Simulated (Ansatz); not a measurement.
```cif
data_structure
_symmetry_space_group_name_H-M 'P 1'
_symmetry_Int_Tables_number 1
_cell_length_a 2.5684
_cell_length_b 2.5684
_cell_length_c 7.3374
_cell_angle_alpha 90.000
_cell_angle_beta 90.000
_cell_angle_gamma 90.000
_cell_volume 48.40
loop_
_atom_site_label
_atom_site_type_symbol
_atom_site_fract_x
_atom_site_fract_y
_atom_site_fract_z
_atom_site_occupancy
Fe1 Fe 0.00000 0.00000 0.00000 1
Co1 Co 0.50000 0.50000 0.76712 1
Co2 Co 0.00000 0.00000 0.50000 1
Co3 Co 0.50000 0.50000 0.23288 1
```

Space group P4/mmm; a point of a scan over the structure, not its minimum; a structure from a database of computed crystals, not necessarily the ambient phase; changed on purpose from its base cell (shift of Co2 along [0 0 1], its symmetry partners moved alike: +0.167 A in the relaxed cell; volume per atom at fixed shape 12.1010); not relaxed (largest force 1.0 eV/Å); computed pressure about −20 GPa in this cell; the SCF solution may not be the lowest one; PAW files of the earlier set (soft_1); spin-polarised.

These are results of DFT PBEsol, scalar-relativistic, plane waves, PAW in Ansatz, not measurements.

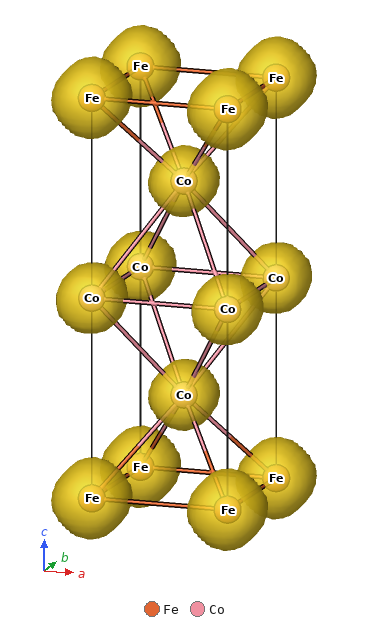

FeCo₃. Isosurface of the spin density (up minus down) at +0.4 e/Å³ (yellow), seen slightly off an axis. Sticks mark near contacts.

The density is the valence pseudo-density of a PAW calculation; it isn't the true density close to the nuclei.

> Where is the spin, and how is it ordered?

The spin density sits on Fe: +2.5 μB; Co: +1.9 μB and +1.7 μB (×2) in one cell of 4 atoms: parallel main moments (a ferromagnetic arrangement) in this solution. The cell of the calculation (4 atoms) carries 7.6 μB of net spin moment.
